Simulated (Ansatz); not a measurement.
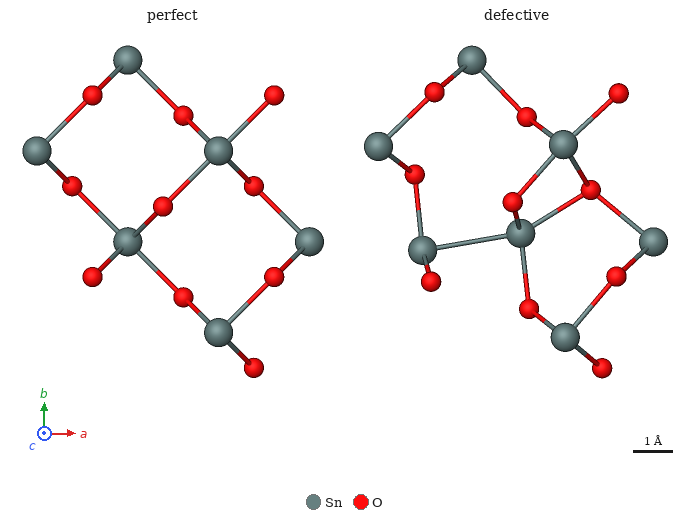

Left: perfect SnO2. Right: the same region with one point defect, after relaxing the atoms in a supercell of 72 sites. Style: ball-and-stick. Shown: the atoms within 4.6 Å of one point, in a slice 5.0 Å thick across the line of sight, along the c axis.

Computed with DFT, PBEsol, PAW, plane waves (Ansatz). (plane-wave cutoff 420 eV; k-point mesh 1 × 1 × 1; mesh shifted by (0.25, 0.25, 0.25); collinear spin) Fermi-Dirac smearing of 0.01 eV. A uniform background neutralises the charged cell. The axes drawn are those of the host's conventional cell.

Q: Which defect is it?

A: An extra tin atom is put between the host's atoms (an interstitial).

The charge state of the cell is −1.

Q: How does the lattice respond?

A: The Sn atom starts with 1 O at 1.51 Å around its place and ends with 4 O at 2.00 to 2.16 Å. Of the host's atoms, a tin atom moves furthest from its site, by 1.31 Å. The Sn atom itself moves 1.19 Å from where it was put. The cell's net moment is 0.94 μB.

Limits of the set-up: the cell is charged, on a uniform background, and energies carry no finite-size correction.
